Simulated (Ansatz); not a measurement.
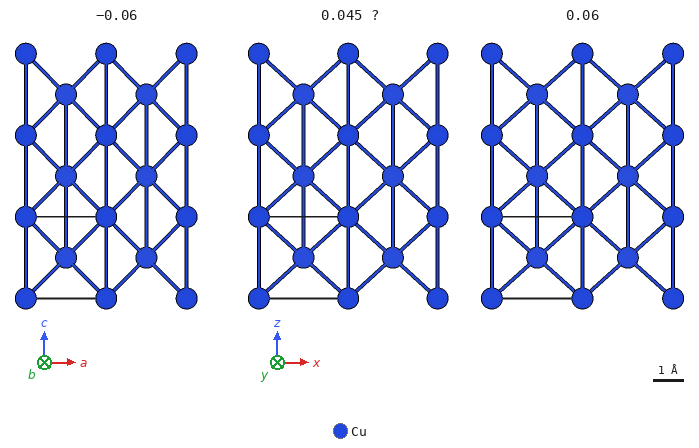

A scan of solid Cu (I4/mmm): the cell is strained along x alone, with the atoms kept at their fractional coordinates. x, y and z are the Cartesian axes of the input. A ball-and-stick model of the conventional cell (2 times the calculation's cell), repeated 2 × 3 × 3 with one cell outlined, seen along the b axis. Lengths and directions refer to the drawn axes.

Computed with DFT PBEsol, scalar-relativistic, plane waves, PAW in Ansatz. (plane-wave cutoff 420 eV; k-point mesh 24 × 24 × 24; occupations gaussian; smearing width 0.15 eV; no spin polarisation). Energies (free energies at the smearing named) are counted from the cell as listed in its source, which wasn't relaxed.

| strain | E − E(ref) (meV/atom) |
| --- | --- |
| −0.0600 | 16.0 |
| −0.0450 | 7.3 |
| −0.0300 | 2.0 |
| −0.0150 | −0.3 |
| 0.0000 | 0.0 |
| 0.0150 | 2.6 |
| 0.0300 | 7.2 |
| 0.0450 | ? |
| 0.0525 | 17.7 |
| 0.0600 | 22.1 |

**Fill in the missing row.**

A straight line between the two neighbours gives 14.2 meV/atom. A cubic through the four nearest rows (0.0150, 0.0300, 0.0525, 0.0600) gives, with Lagrange weights, (−0.0667)(2.6) + (0.3333)(7.2) + (1.0667)(17.7) + (−0.3333)(22.1) = 13.7 meV/atom. The calculation gives 13.8 meV/atom, so the cubic is 0.1 meV/atom too low and the straight line 0.4 meV/atom too high, as the curve bends upwards here.

The whole profile:

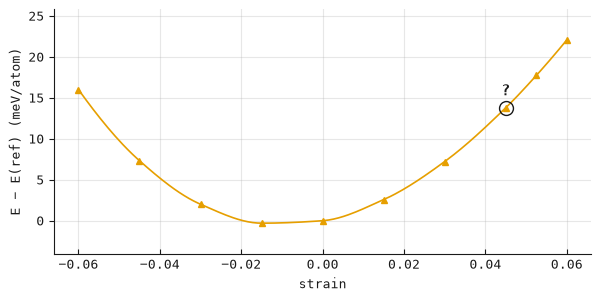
